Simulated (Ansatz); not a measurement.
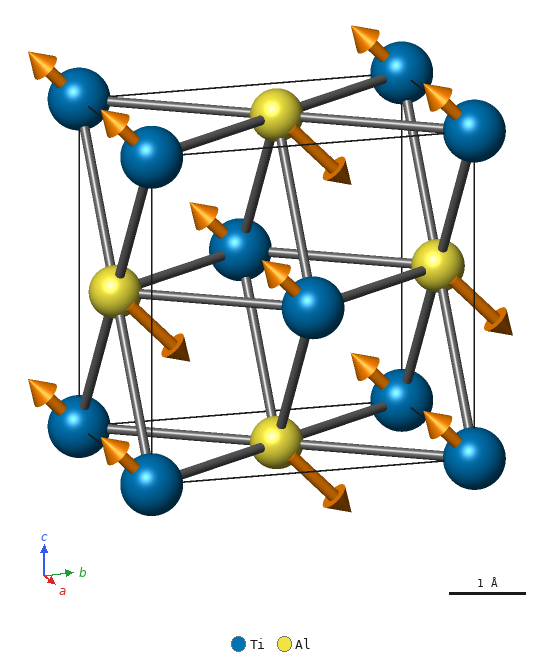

Normal modes of solid TiAl, at the zone centre of a doubled cell. The levels lie at 104i (×2), 223, 293, 330 (×3), 349 (×2) cm⁻¹. One mode is drawn. The orange arrows are the displacements of the atoms (eigenvector over the root of the mass), of arbitrary overall length and sign. The picture is a ball-and-stick view of the cell of the calculation, seen slightly off an axis.

The calculation used DFT r2SCAN, scalar-relativistic, plane waves, PAW (Ansatz 0.2.0). Set-up: plane-wave cutoff 500 eV; k-point mesh 20 × 14 × 14; occupations gaussian; smearing width 0.15 eV; no spin polarisation.

Which of these frequencies is the drawn mode's?

The level at 330 cm⁻¹. This is a triply degenerate mode (one member of the set is drawn), level 4 of 5, counted from below (1 lower level is imaginary, so the structure is unstable) (the three translations aside). The Al sublattice moves against the Ti sublattice, along [0 1 −1] of the drawn cell; the kinetic energy is shared as Al 64 %, Ti 36 %. It repeats in both halves of the doubled cell: it is a zone-centre mode of the crystal.
